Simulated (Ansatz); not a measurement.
**MoSi2: geometry relaxation (part 2 of 2)**

The same run, continued: MoSi2 (I4/mmm, 3 atoms in the cell); DFT, PBE, plane waves, PAW, no spin polarisation (Ansatz 0.2.0); cutoff 240 eV, 18×18×18 k-mesh, Gaussian smearing of 0.1 eV. The structure derives from an entry of the Crystallography Open Database. The settings are looser than a standard set-up, so the numbers are not reference values.

Geometry of the input (Å; fractional positions):
```
-1.6000  1.6000  3.9305
1.6000  -1.6000  3.9305
1.6000  1.6000  -3.9305
Si 0.3330  0.3330  0.0000
Si 0.6670  0.6670  0.0000
Mo 0.0000  0.0000  0.0000
```

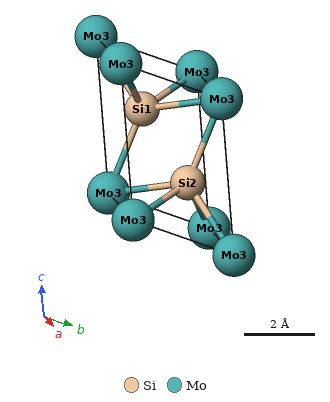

The geometry at step 5 of the log (ball-and-stick view of the reduced cell, seen slightly off an axis; atoms are numbered from 1 in the order of the input).

What the program printed, continued
```
SCF iter   1: F=—  HF=-6228.127477 eV  |F-HF|=—  |Δ(HF+E_count)|=         —  Δρ=3.69e-4  dr2=3.80e-5  ethr=2.65e-7  ⟨swp⟩=2.5  Hψ=54895  notcnv=0
preconditioner: auto → Kerker (q_TF=auto, 2.461 Å⁻¹)  [metal: Δε(μ)=0.029 eV  Ē_g=7.625 eV  σ=0.100 eV  W_gap=0.16  n_scr=10 (ndim 8)  ℏωp=21.7 eV  f_vac=0.000  D(μ)=0.24/eV (n_scr^D=0)]
SCF iter   2: F=—  HF=-6228.127502 eV  |F-HF|=—  |Δ(HF+E_count)|=   2.47e-5  Δρ=1.56e-4  dr2=3.44e-6  ethr=1.73e-7  ⟨swp⟩=2.9  Hψ=12339  notcnv=0
SCF iter   3: F=—  HF=-6228.127501 eV  |F-HF|=—  |Δ(HF+E_count)|=   1.45e-6  Δρ=6.79e-5  dr2=7.55e-7  ethr=1.57e-8  ⟨swp⟩=2.0  Hψ=11220  notcnv=0
SCF iter   4: F=—  HF=-6228.127501 eV  |F-HF|=—  |Δ(HF+E_count)|=   2.41e-7  Δρ=8.25e-6  dr2=1.28e-8  ethr=3.43e-9  ⟨swp⟩=3.0  Hψ=12465  notcnv=0
SCF iter   5: F=—  HF=-6228.127501 eV  |F-HF|=—  |Δ(HF+E_count)|=  5.48e-10  Δρ=6.10e-7  dr2=5.45e-11  ethr=5.82e-11  ⟨swp⟩=2.5  Hψ=11490  notcnv=0
SCF iter   6: F=-6228.127501 eV  HF=-6228.127501 eV  |F-HF|=9.09e-13  |Δ(HF+E_count)|=  8.19e-12  Δρ=5.37e-8  dr2=1.40e-12  ethr=1.00e-12  ⟨swp⟩=5.0  Hψ=27397  notcnv=0
SCF 9 converged in 6 iterations: F = -6228.127501 eV  dr2 = 1.40e-12
relax step   9: F+E_penalty+E_count = -6228.12750093 eV  Δ(F+E_penalty+E_count) = -2.634e-2 eV  max|allowed force component| = 3.908e-4 eV/Å  Δτ_max = 0.0000 Å  P = +0.298 GPa  Ω = 40.825 Å³  stress off target by 4.24e-1 GPa  SCF on the basis re-selected at this cell (its energy is not comparable with the rows above)  (6 SCF iters)
basis re-selected at this cell: Δ(F+E_penalty+E_count) = -2.634e-2 eV, ΔP = +0.271 GPa vs the last step (what re-selecting the basis moved, of the pressure what is left beyond the Pulay correction that the steps carried, after the strain that the cell walked since its last selection, with what the two solves' SCF thresholds leave and, on support functions, any second-order correction that the steps lacked; it is no measure of the basis error at this ecutwfc). This SCF's stress stands 4.24e-1 GPa from its target on what of the cell is left free (relax.cell.stress_tol is 5.00e-2 GPa) and its largest allowed force component is 3.91e-4 eV/Å (relax.f_tol is 5.00e-3 eV/Å): not within both, so this SCF does not close the relaxation
Crystal: 3 atoms, lattice volume = 40.873 Å³
iter 1 solved again at ethr=1.89e-8 eV; its pass at ethr=3.10e-3 eV (dr2=4.17e-6 eV) is discarded
SCF iter   1: F=—  HF=-6228.120630 eV  |F-HF|=—  |Δ(HF+E_count)|=         —  Δρ=1.14e-4  dr2=4.34e-6  ethr=1.89e-8  ⟨swp⟩=2.1  Hψ=41319  notcnv=0
preconditioner: auto → Kerker (q_TF=auto, 2.461 Å⁻¹)  [metal: Δε(μ)=0.029 eV  Ē_g=7.618 eV  σ=0.100 eV  W_gap=0.16  n_scr=10 (ndim 8)  ℏωp=21.7 eV  f_vac=0.000  D(μ)=0.24/eV (n_scr^D=0)]
SCF iter   2: F=—  HF=-6228.120661 eV  |F-HF|=—  |Δ(HF+E_count)|=   3.14e-5  Δρ=6.30e-5  dr2=1.18e-6  ethr=1.89e-8  ⟨swp⟩=1.1  Hψ=7500  notcnv=0
SCF iter   3: F=-6228.120661 eV  HF=-6228.120661 eV  |F-HF|=7.90e-8  |Δ(HF+E_count)|=   3.96e-7  Δρ=1.21e-5  dr2=1.04e-7  ethr=1.36e-9  ⟨swp⟩=5.3  Hψ=41011  notcnv=0
SCF 10 converged in 3 iterations: F = -6228.120661 eV  dr2 = 1.04e-7
relax step  10: F+E_penalty+E_count = -6228.12066093 eV  Δ(F+E_penalty+E_count) = +6.840e-3 eV  max|allowed force component| = 8.561e-6 eV/Å  Δτ_max = 0.0002 Å  P = +0.037 GPa  Ω = 40.873 Å³  energy of the carried Pulay correction = -6.896e-3 eV  (3 SCF iters, dr2 threshold 3.00e-7 eV, accepted)
iter 1 solved again at ethr=5.62e-8 eV; its pass at ethr=3.10e-3 eV (dr2=1.24e-5 eV) is discarded
SCF iter   1: F=—  HF=-6228.127315 eV  |F-HF|=—  |Δ(HF+E_count)|=         —  Δρ=9.70e-5  dr2=3.08e-6  ethr=5.62e-8  ⟨swp⟩=2.8  Hψ=56098  notcnv=0
SCF iter   2: F=—  HF=-6228.127346 eV  |F-HF|=—  |Δ(HF+E_count)|=   3.09e-5  Δρ=3.88e-5  dr2=2.13e-7  ethr=1.40e-8  ⟨swp⟩=2.9  Hψ=12235  notcnv=0
SCF iter   3: F=—  HF=-6228.127347 eV  |F-HF|=—  |Δ(HF+E_count)|=   8.22e-7  Δρ=1.76e-5  dr2=5.17e-8  ethr=9.69e-10  ⟨swp⟩=2.0  Hψ=11972  notcnv=0
SCF iter   4: F=—  HF=-6228.127347 eV  |F-HF|=—  |Δ(HF+E_count)|=   7.61e-9  Δρ=2.80e-6  dr2=1.51e-9  ethr=2.35e-10  ⟨swp⟩=3.0  Hψ=12455  notcnv=0
SCF iter   5: F=-6228.127347 eV  HF=-6228.127347 eV  |F-HF|=1.00e-11  |Δ(HF+E_count)|=  1.52e-10  Δρ=2.60e-7  dr2=1.91e-11  ethr=1.00e-12  ⟨swp⟩=4.0  Hψ=33849  notcnv=0
SCF 11 converged in 5 iterations: F = -6228.127347 eV  dr2 = 1.91e-11
relax step  11: F+E_penalty+E_count = -6228.12734669 eV  Δ(F+E_penalty+E_count) = -6.686e-3 eV  max|allowed force component| = 6.063e-4 eV/Å  Δτ_max = 0.0000 Å  P = +0.070 GPa  Ω = 40.873 Å³  stress off target by 1.04e-1 GPa  SCF on the basis re-selected at this cell (its energy is not comparable with the rows above)  (5 SCF iters)
basis re-selected at this cell: Δ(F+E_penalty+E_count) = -6.686e-3 eV, ΔP = +0.033 GPa vs the last step (what re-selecting the basis moved, of the pressure what is left beyond the Pulay correction that the steps carried, after the strain that the cell walked since its last selection, with what the two solves' SCF thresholds leave and, on support functions, any second-order correction that the steps lacked; it is no measure of the basis error at this ecutwfc). This SCF's stress stands 1.04e-1 GPa from its target on what of the cell is left free (relax.cell.stress_tol is 5.00e-2 GPa) and its largest allowed force component is 6.06e-4 eV/Å (relax.f_tol is 5.00e-3 eV/Å): not within both, so this SCF does not close the relaxation
Crystal: 3 atoms, lattice volume = 40.885 Å³
iter 1 solved again at ethr=1.04e-9 eV; its pass at ethr=3.10e-3 eV (dr2=2.29e-7 eV) is discarded
SCF iter   1: F=—  HF=-6228.125528 eV  |F-HF|=—  |Δ(HF+E_count)|=         —  Δρ=2.90e-5  dr2=2.43e-7  ethr=1.04e-9  ⟨swp⟩=2.3  Hψ=41599  notcnv=0
preconditioner: auto → Kerker (q_TF=auto, 2.461 Å⁻¹)  [metal: Δε(μ)=0.029 eV  Ē_g=7.616 eV  σ=0.100 eV  W_gap=0.16  n_scr=10 (ndim 8)  ℏωp=21.7 eV  f_vac=0.000  D(μ)=0.24/eV (n_scr^D=0)]
SCF iter   2: F=—  HF=-6228.125560 eV  |F-HF|=—  |Δ(HF+E_count)|=   3.22e-5  Δρ=1.68e-5  dr2=8.18e-8  ethr=1.04e-9  ⟨swp⟩=2.0  Hψ=10312  notcnv=0
SCF iter   3: F=-6228.125560 eV  HF=-6228.125560 eV  |F-HF|=2.69e-9  |Δ(HF+E_count)|=   2.76e-8  Δρ=2.92e-6  dr2=4.35e-9  ethr=1.23e-10  ⟨swp⟩=4.7  Hψ=36325  notcnv=0
SCF 12 converged in 3 iterations: F = -6228.125560 eV  dr2 = 4.35e-9
relax step  12: F+E_penalty+E_count = -6228.12556028 eV  Δ(F+E_penalty+E_count) = +1.786e-3 eV  max|allowed force component| = 1.163e-4 eV/Å  Δτ_max = 0.0000 Å  P = +0.002 GPa  Ω = 40.885 Å³  energy of the carried Pulay correction = -1.790e-3 eV  (3 SCF iters, dr2 threshold 2.71e-8 eV, accepted)
iter 1 solved again at ethr=2.47e-8 eV; its pass at ethr=3.10e-3 eV (dr2=5.44e-6 eV) is discarded
SCF iter   1: F=—  HF=-6228.127145 eV  |F-HF|=—  |Δ(HF+E_count)|=         —  Δρ=2.41e-5  dr2=1.73e-7  ethr=2.47e-8  ⟨swp⟩=3.0  Hψ=56744  notcnv=0
preconditioner: auto → Kerker (q_TF=auto, 2.461 Å⁻¹)  [metal: Δε(μ)=0.030 eV  Ē_g=7.616 eV  σ=0.100 eV  W_gap=0.16  n_scr=10 (ndim 8)  ℏωp=21.7 eV  f_vac=0.000  D(μ)=0.24/eV (n_scr^D=0)]
SCF iter   2: F=—  HF=-6228.127177 eV  |F-HF|=—  |Δ(HF+E_count)|=   3.17e-5  Δρ=9.68e-6  dr2=1.42e-8  ethr=7.85e-10  ⟨swp⟩=2.1  Hψ=10721  notcnv=0
SCF iter   3: F=—  HF=-6228.127177 eV  |F-HF|=—  |Δ(HF+E_count)|=   2.62e-9  Δρ=4.76e-6  dr2=4.01e-9  ethr=6.46e-11  ⟨swp⟩=1.1  Hψ=7606  notcnv=0
SCF iter   4: F=—  HF=-6228.127177 eV  |F-HF|=—  |Δ(HF+E_count)|=  6.06e-10  Δρ=1.79e-6  dr2=5.96e-10  ethr=1.82e-11  ⟨swp⟩=1.7  Hψ=10821  notcnv=0
SCF iter   5: F=—  HF=-6228.127177 eV  |F-HF|=—  |Δ(HF+E_count)|=  9.64e-11  Δρ=4.05e-7  dr2=4.19e-11  ethr=2.71e-12  ⟨swp⟩=2.7  Hψ=12281  notcnv=0
SCF iter   6: F=-6228.127177 eV  HF=-6228.127177 eV  |F-HF|=9.09e-13  |Δ(HF+E_count)|=  4.55e-12  Δρ=3.99e-8  dr2=2.72e-13  ethr=1.00e-12  ⟨swp⟩=5.0  Hψ=27146  notcnv=0
SCF 13 converged in 6 iterations: F = -6228.127177 eV  dr2 = 2.72e-13
relax step  13: F+E_penalty+E_count = -6228.12717702 eV  Δ(F+E_penalty+E_count) = -1.617e-3 eV  max|allowed force component| = 1.167e-4 eV/Å  Δτ_max = 0.0000 Å  P = +0.011 GPa  Ω = 40.885 Å³  stress off target by 1.60e-2 GPa  SCF on the basis re-selected at this cell (its energy is not comparable with the rows above)  (6 SCF iters)
basis re-selected at this cell: Δ(F+E_penalty+E_count) = -1.617e-3 eV, ΔP = +0.008 GPa vs the last step (what re-selecting the basis moved, of the pressure what is left beyond the Pulay correction that the steps carried, after the strain that the cell walked since its last selection, with what the two solves' SCF thresholds leave and, on support functions, any second-order correction that the steps lacked; it is no measure of the basis error at this ecutwfc). This SCF's stress stands 1.60e-2 GPa from its target on what of the cell is left free (relax.cell.stress_tol is 5.00e-2 GPa) and its largest allowed force component is 1.17e-4 eV/Å (relax.f_tol is 5.00e-3 eV/Å): within both
SCF converged after 6 iterations
Free energy (F): -6228.127177 eV
Harris-Foulkes:  -6228.127177 eV  (|F-HF|=9.09e-13)
Internal energy: -6228.125984 eV  (E = F + TS)
E sigma→0 (E₀):  -6228.126581 eV
Entropy (-TS):   -0.001193 eV (-0.398 meV/atom)
Fermi energy:    15.707366 eV
--- Per-component energies (eV) ---
  E_band       = -53.743215
  E_kinetic    = 530.506282
  E_local      = -1157.051632  (includes V_loc(G=0)·N_el)
  E_nonlocal   = 190.549502
  E_hartree    = 429.380411
  E_xc         = -298.191807
  E_vxc        = -328.437573  (∫ρ·V_xc dr)
  E_paw        = -4225.926470  (= ΣΔE_a)
  E_vpaw       = -148.071363  (= ΣTr[D̂ρ^β])
  E_aug_tail   = 0.000747  (compensation charges beyond the density's cutoff)
  E_ewald      = -1697.393017
  E_smearing   = -0.001193  (= −TS)
  E_closure    = -0.000000  (closes the sum)
  Σ components = -6228.127177   (vs F -6228.127177, Δ=0.00e0)
--- Forces (eV/Å), atoms counted from 1 ---
  atom   1  Si     0.00000000     0.00000000     0.00011671
  atom   2  Si    -0.00000000    -0.00000000    -0.00011671
  atom   3  Mo     0.00000000     0.00000000     0.00000000
  max |Σ_I F_I| component: 1.39e-17 eV/Å
--- Stress (GPa, compression-positive) ---
        0.007852       0.000000       0.000000
        0.000000       0.007852       0.000000
        0.000000       0.000000       0.016024
  P = ⅓ Tr σ = 0.0106 GPa (0.106 kbar)
--- Band table (eV; the first three rows and the last of 480) ---
  k-point 0: bands = ["-45.3914", "-19.3753", "-19.2855", "-19.2855", "2.3907", "9.4343", "12.2427", "12.7755", "13.1599", "13.1599", "16.0713", "18.8041", "18.9844", "19.2436", "19.2436"]
  k-point 1: bands = ["-45.3905", "-19.3734", "-19.2971", "-19.2963", "2.4857", "9.5173", "11.8940", "12.7829", "12.9142", "13.5418", "15.7197", "18.4665", "19.0642", "19.1348", "19.2842"]
  k-point 2: bands = ["-45.3879", "-19.3735", "-19.3273", "-19.3176", "2.7662", "9.7492", "11.3665", "12.3227", "12.8449", "14.0967", "14.8439", "17.9725", "18.9716", "19.3417", "19.3876"]
  k-point 479: bands = ["-45.3915", "-19.4037", "-19.3051", "-19.3051", "4.2385", "5.6785", "12.2941", "13.5771", "15.1093", "15.1093", "15.2621", "15.2621", "16.1699", "20.3551", "20.6179"]
--- Relaxed structure (9 steps of the walk, 9 accepted, 4 SCFs on fresh bases) ---
  F+E_penalty+E_count = -6228.12717702 eV   max|allowed force component| = 1.167e-4 eV/Å   (the final SCF, on the basis selected at the relaxed cell)
  cell:  # Å, volume = 40.8851 Å³
    - [-1.608844412872137, 1.608844412872137, 3.948905137462792]
    - [1.608844412872137, -1.608844412872137, 3.948905137462792]
    - [1.608844412872137, 1.608844412872137, -3.948905137462792]
  atoms:
    - { symbol: Si, position: [0.33510165605701153, 0.33510165605701153, 7.83796060448253e-34] }
    - { symbol: Si, position: [0.6648983439429887, 0.6648983439429887, 9.221287430566627e-34] }
    - { symbol: Mo, position: [-2.2986943401718723e-21, -2.298694340173492e-21, -1.570773917858795e-33] }
```

Trajectory as extended XYZ (Å, eV, eV/Å), 13 frames, from step=1 to step=13
```
3
Lattice="-1.6000 1.6000 3.9305 1.6000 -1.6000 3.9305 1.6000 1.6000 -3.9305" Properties=species:S:1:pos:R:3:forces:R:3 step=1 energy=-6228.11691 pressure_GPa=2.83
Si    0.0000    0.0000    2.6177    0.0000   0.0000   0.2668
Si    0.0000    0.0000    5.2433    0.0000   0.0000  -0.2668
Mo    0.0000    0.0000    0.0000    0.0000   0.0000   0.0000
3
Lattice="-1.6133 1.6133 3.9343 1.6133 -1.6133 3.9343 1.6133 1.6133 -3.9343" Properties=species:S:1:pos:R:3:forces:R:3 step=2 energy=-6228.02033 pressure_GPa=-2.46
Si    0.0000    0.0000    2.6317    0.0000   0.0000   0.0918
Si    0.0000    0.0000    5.2369    0.0000   0.0000  -0.0918
Mo    0.0000    0.0000    0.0000    0.0000   0.0000   0.0000
3
Lattice="-1.6075 1.6075 3.9352 1.6075 -1.6075 3.9352 1.6075 1.6075 -3.9352" Properties=species:S:1:pos:R:3:forces:R:3 step=3 energy=-6228.06335 pressure_GPa=-0.35
Si    0.0000    0.0000    2.6321    0.0000   0.0000   0.0846
Si    0.0000    0.0000    5.2384    0.0000   0.0000  -0.0846
Mo    0.0000    0.0000    0.0000    0.0000   0.0000   0.0000
3
Lattice="-1.6067 1.6067 3.9347 1.6067 -1.6067 3.9347 1.6067 1.6067 -3.9347" Properties=species:S:1:pos:R:3:forces:R:3 step=4 energy=-6228.07023 pressure_GPa=0.09
Si    0.0000    0.0000    2.6366    0.0000   0.0000  -0.0057
Si    0.0000    0.0000    5.2328    0.0000   0.0000   0.0057
Mo    0.0000    0.0000    0.0000    0.0000   0.0000   0.0000
3
Lattice="-1.6066 1.6066 3.9362 1.6066 -1.6066 3.9362 1.6066 1.6066 -3.9362" Properties=species:S:1:pos:R:3:forces:R:3 step=5 energy=-6228.06898 pressure_GPa=0.00
Si    0.0000    0.0000    2.6374    0.0000   0.0000   0.0001
Si    0.0000    0.0000    5.2350    0.0000   0.0000  -0.0001
Mo    0.0000    0.0000    0.0000    0.0000   0.0000   0.0000
3
Lattice="-1.6066 1.6066 3.9362 1.6066 -1.6066 3.9362 1.6066 1.6066 -3.9362" Properties=species:S:1:pos:R:3:forces:R:3 step=6 energy=-6228.12692 pressure_GPa=1.19
Si    0.0000    0.0000    2.6374    0.0000   0.0000  -0.0027
Si    0.0000    0.0000    5.2350    0.0000   0.0000   0.0027
Mo    0.0000    0.0000    0.0000    0.0000   0.0000   0.0000
3
Lattice="-1.6078 1.6078 3.9446 1.6078 -1.6078 3.9446 1.6078 1.6078 -3.9446" Properties=species:S:1:pos:R:3:forces:R:3 step=7 energy=-6228.10618 pressure_GPa=0.24
Si    0.0000    0.0000    2.6434    0.0000   0.0000   0.0008
Si    0.0000    0.0000    5.2459    0.0000   0.0000  -0.0008
Mo    0.0000    0.0000    0.0000    0.0000   0.0000   0.0000
3
Lattice="-1.6083 1.6083 3.9459 1.6083 -1.6083 3.9459 1.6083 1.6083 -3.9459" Properties=species:S:1:pos:R:3:forces:R:3 step=8 energy=-6228.10116 pressure_GPa=0.03
Si    0.0000    0.0000    2.6443    0.0000   0.0000   0.0008
Si    0.0000    0.0000    5.2475    0.0000   0.0000  -0.0008
Mo    0.0000    0.0000    0.0000    0.0000   0.0000   0.0000
3
Lattice="-1.6083 1.6083 3.9459 1.6083 -1.6083 3.9459 1.6083 1.6083 -3.9459" Properties=species:S:1:pos:R:3:forces:R:3 step=9 energy=-6228.12750 pressure_GPa=0.30
Si    0.0000    0.0000    2.6443    0.0000   0.0000   0.0004
Si    0.0000    0.0000    5.2475    0.0000   0.0000  -0.0004
Mo    0.0000    0.0000    0.0000    0.0000   0.0000   0.0000
3
Lattice="-1.6087 1.6087 3.9483 1.6087 -1.6087 3.9483 1.6087 1.6087 -3.9483" Properties=species:S:1:pos:R:3:forces:R:3 step=10 energy=-6228.12066 pressure_GPa=0.04
Si    0.0000    0.0000    2.6461    0.0000   0.0000   0.0000
Si    0.0000    0.0000    5.2504    0.0000   0.0000   0.0000
Mo    0.0000    0.0000    0.0000    0.0000   0.0000   0.0000
3
Lattice="-1.6087 1.6087 3.9483 1.6087 -1.6087 3.9483 1.6087 1.6087 -3.9483" Properties=species:S:1:pos:R:3:forces:R:3 step=11 energy=-6228.12735 pressure_GPa=0.07
Si    0.0000    0.0000    2.6461    0.0000   0.0000  -0.0006
Si    0.0000    0.0000    5.2504    0.0000   0.0000   0.0006
Mo    0.0000    0.0000    0.0000    0.0000   0.0000   0.0000
3
Lattice="-1.6088 1.6088 3.9489 1.6088 -1.6088 3.9489 1.6088 1.6088 -3.9489" Properties=species:S:1:pos:R:3:forces:R:3 step=12 energy=-6228.12556 pressure_GPa=0.00
Si    0.0000    0.0000    2.6466    0.0000   0.0000   0.0001
Si    0.0000    0.0000    5.2512    0.0000   0.0000  -0.0001
Mo    0.0000    0.0000    0.0000    0.0000   0.0000   0.0000
3
Lattice="-1.6088 1.6088 3.9489 1.6088 -1.6088 3.9489 1.6088 1.6088 -3.9489" Properties=species:S:1:pos:R:3:forces:R:3 step=13 energy=-6228.12718 pressure_GPa=0.01
Si    0.0000    0.0000    2.6466    0.0000   0.0000   0.0001
Si    0.0000    0.0000    5.2512    0.0000   0.0000  -0.0001
Mo    0.0000    0.0000    0.0000    0.0000   0.0000   0.0000
```

Summary

```json
{"quantity": "outcome", "value": "converged"}
{"quantity": "space group (tolerance 0.01 Å)", "value": "I4/mmm (139)"}
{"quantity": "electrons treated", "value": "22"}
{"quantity": "free energy", "value": "−6228.1272 eV"}
{"quantity": "Fermi energy", "value": "15.707 eV"}
{"quantity": "gap on the k-point mesh", "value": "none (metallic)"}
{"quantity": "pressure", "value": "0.01 GPa"}
{"quantity": "final volume", "value": "40.89 Å³"}
{"quantity": "largest force (length of the vector) at the end", "value": "under 0.001 eV/Å"}
{"quantity": "final cell", "value": "a = 4.557 Å, b = 4.557 Å, c = 4.557 Å, α = 138.66°, β = 138.66°, γ = 59.90°"}
{"quantity": "hardware", "value": "1 thread of Arm Neoverse V2, 24 GiB of memory available, shared host"}
{"quantity": "wall time", "value": "99 s"}
{"quantity": "peak memory", "value": "0.42 GiB"}
```

Notes

These settings are looser than, or depart from, a standard set-up, so the numbers are not reference values for this system. Warnings of the run: the cutoff is below the recommended one.
